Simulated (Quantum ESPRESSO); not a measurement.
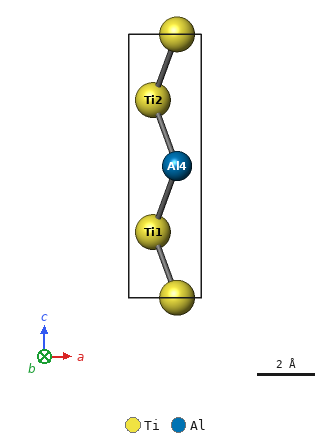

Figure 1. The structure as given in the input (ball-and-stick view of the cell of the calculation, along the b axis; atoms are numbered from 1 in the order of the input). An atom can appear more than once, as a periodic image.

Run report: Ti3Al, single-point calculation (part 1 of 2)

System: Ti3Al (P-6m2, 4 atoms in the cell).
Method: Kohn-Sham DFT of a periodic cell, PBE, SSSP 1.3 efficiency PBE, no spin polarisation (Quantum ESPRESSO 7.5).

The structure derives from a Materials Project entry. The volume is scaled by 1.04.

**Input file**
```
&CONTROL
  calculation = 'scf'
  prefix = 'pwscf'
  outdir = './tmp'
  pseudo_dir = './pseudo'
  tprnfor = .true.
  tstress = .true.
  disk_io = 'nowf'
/
&SYSTEM
  ibrav = 0
  nat = 4
  ntyp = 2
  ecutwfc = 55
  ecutrho = 440
  nbnd = 28
  occupations = 'smearing'
  smearing = 'fd'
  degauss = 0.00367493
/
&ELECTRONS
  conv_thr = 8d-10
  electron_maxstep = 120
  mixing_beta = 0.5
/
ATOMIC_SPECIES
Ti    47.8670 ti_pbe_v1.4.uspp.F.UPF
Al    26.9815 Al.pbe-n-kjpaw_psl.1.0.0.UPF
CELL_PARAMETERS angstrom
   2.9660669332    0.0000000000    0.0000000000
  -1.4830334666    2.5686893135    0.0000000000
   0.0000000000    0.0000000000    9.3477754233
ATOMIC_POSITIONS crystal
Ti     0.3333333333    0.6666666667    0.2494060000
Ti     0.3333333333    0.6666666667    0.7505940000
Ti     0.6666666667    0.3333333333    0.0000000000
Al     0.6666666667    0.3333333333    0.5000000000
K_POINTS automatic
10 10 3 0 0 0
```

Launched with:
```bash
OMP_NUM_THREADS=1 pw.x -in pw.in > pw.out
```

**Log**
```
This program is part of the open-source Quantum ESPRESSO suite
     for quantum simulation of materials; please cite
         "P. Giannozzi et al., J. Phys.:Condens. Matter 21 395502 (2009);
         "P. Giannozzi et al., J. Phys.:Condens. Matter 29 465901 (2017);
         "P. Giannozzi et al., J. Chem. Phys. 152 154105 (2020);
          URL
     in publications or presentations arising from this work. More details at

     file Al.pbe-n-kjpaw_psl.1.0.0.UPF: wavefunction(s)  3S 3P renormalized
     Message from routine setup:
     using ibrav=0 with symmetry is DISCOURAGED, use correct ibrav instead

     G-vector sticks info
     --------------------
     sticks:   dense  smooth     PW     G-vecs:    dense   smooth      PW
     Sum         955     475    151                74967    26537    4335

     Using Slab Decomposition

     bravais-lattice index     =            0
     lattice parameter (alat)  =       5.6051  a.u.
     unit-cell volume          =     480.6151 (a.u.)^3
     number of atoms/cell      =            4
     number of atomic types    =            2
     number of electrons       =        39.00
     number of Kohn-Sham states=           28
     kinetic-energy cutoff     =      55.0000  Ry
     charge density cutoff     =     440.0000  Ry
     scf convergence threshold =      8.0E-10
     mixing beta               =       0.5000
     number of iterations used =            8  plain     mixing
     Exchange-correlation= SLA  PW   PBX  PBC
                           (   1   4   3   4   0   0   0)

     celldm(1)=   5.605054  celldm(2)=   0.000000  celldm(3)=   0.000000
     celldm(4)=   0.000000  celldm(5)=   0.000000  celldm(6)=   0.000000

     crystal axes: (cart. coord. in units of alat)
               a(1) = (   1.000000   0.000000   0.000000 )
               a(2) = (  -0.500000   0.866025   0.000000 )
               a(3) = (   0.000000   0.000000   3.151573 )

     reciprocal axes: (cart. coord. in units 2 pi/alat)
               b(1) = (  1.000000  0.577350 -0.000000 )
               b(2) = (  0.000000  1.154701  0.000000 )
               b(3) = (  0.000000 -0.000000  0.317302 )

     PseudoPot. # 1 for Ti read from file:
     ti_pbe_v1.4.uspp.F.UPF
     Pseudo is Ultrasoft + core correction, Zval = 12.0
     Generated by new atomic code, or converted to UPF format
     Using radial grid of  851 points,  6 beta functions with:
                l(1) =   0
                l(2) =   0
                l(3) =   1
                l(4) =   1
                l(5) =   2
                l(6) =   2
     Q(r) pseudized with  6 coefficients,  rinner =    1.000   1.000   1.000
                                                       1.000   1.000

     PseudoPot. # 2 for Al read from file:
     Al.pbe-n-kjpaw_psl.1.0.0.UPF
     Pseudo is Projector augmented-wave + core cor, Zval =  3.0
     Generated using "atomic" code by A. Dal Corso  v.5.1
     Shape of augmentation charge: PSQ
     Using radial grid of 1135 points,  6 beta functions with:
                l(1) =   0
                l(2) =   0
                l(3) =   1
                l(4) =   1
                l(5) =   2
                l(6) =   2
     Q(r) pseudized with 0 coefficients

     atomic species   valence    mass     pseudopotential
     Ti               12.00    47.86700     Ti( 1.00)
     Al                3.00    26.98150     Al( 1.00)

     12 Sym. Ops. (no inversion) found

   Cartesian axes

     site n.     atom                  positions (alat units)
         1        Ti     tau(   1) = (  -0.0000000   0.5773503   0.7860211  )
         2        Ti     tau(   2) = (  -0.0000000   0.5773503   2.3655515  )
         3        Ti     tau(   3) = (   0.5000000   0.2886751   0.0000000  )
         4        Al     tau(   4) = (   0.5000000   0.2886751   1.5757863  )

     number of k points=    28  Fermi-Dirac smearing, width (Ry)=  0.0037
                       cart. coord. in units 2pi/alat
        k(    1) = (   0.0000000   0.0000000   0.0000000), wk =   0.0066667
        k(    2) = (   0.0000000   0.0000000   0.1057673), wk =   0.0133333
        k(    3) = (   0.0000000   0.1154701   0.0000000), wk =   0.0400000
        k(    4) = (   0.0000000   0.1154701   0.1057673), wk =   0.0800000
        k(    5) = (   0.0000000   0.2309401   0.0000000), wk =   0.0400000
        k(    6) = (   0.0000000   0.2309401   0.1057673), wk =   0.0800000
        k(    7) = (   0.0000000   0.3464102   0.0000000), wk =   0.0400000
        k(    8) = (   0.0000000   0.3464102   0.1057673), wk =   0.0800000
        k(    9) = (   0.0000000   0.4618802   0.0000000), wk =   0.0400000
        k(   10) = (   0.0000000   0.4618802   0.1057673), wk =   0.0800000
        k(   11) = (   0.0000000  -0.5773503   0.0000000), wk =   0.0200000
        k(   12) = (   0.0000000  -0.5773503   0.1057673), wk =   0.0400000
        k(   13) = (   0.1000000   0.1732051   0.0000000), wk =   0.0400000
        k(   14) = (   0.1000000   0.1732051   0.1057673), wk =   0.0800000
        k(   15) = (   0.1000000   0.2886751   0.0000000), wk =   0.0800000
        k(   16) = (   0.1000000   0.2886751   0.1057673), wk =   0.1600000
        k(   17) = (   0.1000000   0.4041452   0.0000000), wk =   0.0800000
        k(   18) = (   0.1000000   0.4041452   0.1057673), wk =   0.1600000
        k(   19) = (   0.1000000   0.5196152   0.0000000), wk =   0.0800000
        k(   20) = (   0.1000000   0.5196152   0.1057673), wk =   0.1600000
        k(   21) = (   0.2000000   0.3464102   0.0000000), wk =   0.0400000
        k(   22) = (   0.2000000   0.3464102   0.1057673), wk =   0.0800000
        k(   23) = (   0.2000000   0.4618802   0.0000000), wk =   0.0800000
        k(   24) = (   0.2000000   0.4618802   0.1057673), wk =   0.1600000
        k(   25) = (   0.2000000   0.5773503   0.0000000), wk =   0.0400000
        k(   26) = (   0.2000000   0.5773503   0.1057673), wk =   0.0800000
        k(   27) = (   0.3000000   0.5196152   0.0000000), wk =   0.0400000
        k(   28) = (   0.3000000   0.5196152   0.1057673), wk =   0.0800000

     Dense  grid:    74967 G-vectors     FFT dimensions: (  40,  40, 120)

     Smooth grid:    26537 G-vectors     FFT dimensions: (  27,  27,  90)

     Check: negative core charge=   -0.000004

     Initial potential from superposition of free atoms

     starting charge      35.9976, renormalised to      39.0000

     negative rho (up, down):  3.896E-03 0.000E+00
     Starting wfcs are   34 randomized atomic wfcs

     Self-consistent Calculation

     iteration #  1     ecut=    55.00 Ry     beta= 0.50
     Davidson diagonalization with overlap
     ethr =  1.00E-02,  avg # of iterations =  3.6

     negative rho (up, down):  4.453E-03 0.000E+00

     total energy              =    -395.48137826 Ry
     estimated scf accuracy    <       3.70783879 Ry

     iteration #  2     ecut=    55.00 Ry     beta= 0.50
     Davidson diagonalization with overlap
     ethr =  9.51E-03,  avg # of iterations =  5.3

     negative rho (up, down):  3.596E-03 0.000E+00

     total energy              =    -395.59428865 Ry
     estimated scf accuracy    <      26.65453928 Ry

     iteration #  3     ecut=    55.00 Ry     beta= 0.50
     Davidson diagonalization with overlap
     ethr =  9.51E-03,  avg # of iterations =  4.6

     negative rho (up, down):  3.330E-03 0.000E+00

     total energy              =    -396.97468989 Ry
     estimated scf accuracy    <       1.56778731 Ry

     iteration #  4     ecut=    55.00 Ry     beta= 0.50
     Davidson diagonalization with overlap
     ethr =  4.02E-03,  avg # of iterations =  2.9

     negative rho (up, down):  2.962E-03 0.000E+00

     total energy              =    -397.23318562 Ry
     estimated scf accuracy    <       0.43302961 Ry

     iteration #  5     ecut=    55.00 Ry     beta= 0.50
     Davidson diagonalization with overlap
     ethr =  1.11E-03,  avg # of iterations =  1.5

     negative rho (up, down):  2.893E-03 0.000E+00

     total energy              =    -397.26968177 Ry
     estimated scf accuracy    <       0.28236278 Ry

     iteration #  6     ecut=    55.00 Ry     beta= 0.50
     Davidson diagonalization with overlap
     ethr =  7.24E-04,  avg # of iterations =  3.8

     negative rho (up, down):  2.739E-03 0.000E+00

     total energy              =    -397.28639341 Ry
     estimated scf accuracy    <       0.02539085 Ry

     iteration #  7     ecut=    55.00 Ry     beta= 0.50
     Davidson diagonalization with overlap
     ethr =  6.51E-05,  avg # of iterations =  6.8

     negative rho (up, down):  2.635E-03 0.000E+00

     total energy              =    -397.28956363 Ry
     estimated scf accuracy    <       0.02263195 Ry

     iteration #  8     ecut=    55.00 Ry     beta= 0.50
     Davidson diagonalization with overlap
     ethr =  5.80E-05,  avg # of iterations =  1.2

     negative rho (up, down):  2.620E-03 0.000E+00

     total energy              =    -397.29124202 Ry
     estimated scf accuracy    <       0.00936523 Ry

     iteration #  9     ecut=    55.00 Ry     beta= 0.50
     Davidson diagonalization with overlap
     ethr =  2.40E-05,  avg # of iterations =  1.2

     negative rho (up, down):  2.613E-03 0.000E+00

     total energy              =    -397.29168716 Ry
     estimated scf accuracy    <       0.00001439 Ry

     iteration # 10     ecut=    55.00 Ry     beta= 0.50
     Davidson diagonalization with overlap
     c_bands:  1 eigenvalues not converged
     c_bands:  1 eigenvalues not converged
     c_bands:  1 eigenvalues not converged
     ethr =  3.69E-08,  avg # of iterations =  8.8

     negative rho (up, down):  2.612E-03 0.000E+00

     total energy              =    -397.29170600 Ry
     estimated scf accuracy    <       0.00006465 Ry

     iteration # 11     ecut=    55.00 Ry     beta= 0.50
     Davidson diagonalization with overlap
     ethr =  3.69E-08,  avg # of iterations =  1.4

     negative rho (up, down):  2.612E-03 0.000E+00

     total energy              =    -397.29170562 Ry
     estimated scf accuracy    <       0.00001486 Ry

     iteration # 12     ecut=    55.00 Ry     beta= 0.50
     Davidson diagonalization with overlap
     ethr =  3.69E-08,  avg # of iterations =  1.1

     negative rho (up, down):  2.612E-03 0.000E+00

     total energy              =    -397.29170641 Ry
     estimated scf accuracy    <       0.00000019 Ry

     iteration # 13     ecut=    55.00 Ry     beta= 0.50
     Davidson diagonalization with overlap
     ethr =  4.87E-10,  avg # of iterations =  5.2

     negative rho (up, down):  2.612E-03 0.000E+00

     total energy              =    -397.29170650 Ry
     estimated scf accuracy    <       0.00000006 Ry

     iteration # 14     ecut=    55.00 Ry     beta= 0.50
     Davidson diagonalization with overlap
     ethr =  1.60E-10,  avg # of iterations =  1.1

     negative rho (up, down):  2.612E-03 0.000E+00

     total energy              =    -397.29170649 Ry
     estimated scf accuracy    <       0.00000002 Ry

     iteration # 15     ecut=    55.00 Ry     beta= 0.50
     Davidson diagonalization with overlap
     ethr =  5.56E-11,  avg # of iterations =  2.2

     negative rho (up, down):  2.612E-03 0.000E+00

     End of self-consistent calculation

          k = 0.0000 0.0000 0.0000 (  3317 PWs)   bands (ev):

   -45.5129 -45.4723 -45.4216 -22.0012 -21.7843 -21.5275 -21.4959 -21.4959
   -21.4594 -21.4594 -21.4267 -21.4267   3.0095   6.2617   6.5363   8.8921
    10.5140  11.6933  11.9836  12.0739  12.0739  12.1576  12.1576  12.4483
    12.4483  13.2752  13.2752  13.8542

          k = 0.0000 0.0000 0.1058 (  3348 PWs)   bands (ev):

   -45.5129 -45.4723 -45.4216 -22.0019 -21.7829 -21.5281 -21.4959 -21.4959
   -21.4594 -21.4594 -21.4267 -21.4267   3.0382   5.6862   7.4919   8.5215
    10.3471  11.6671  12.0124  12.0764  12.0765  12.1521  12.1521  12.4548
    12.4548  13.2578  13.2578  13.8846

          k = 0.0000 0.1155 0.0000 (  3333 PWs)   bands (ev):
```
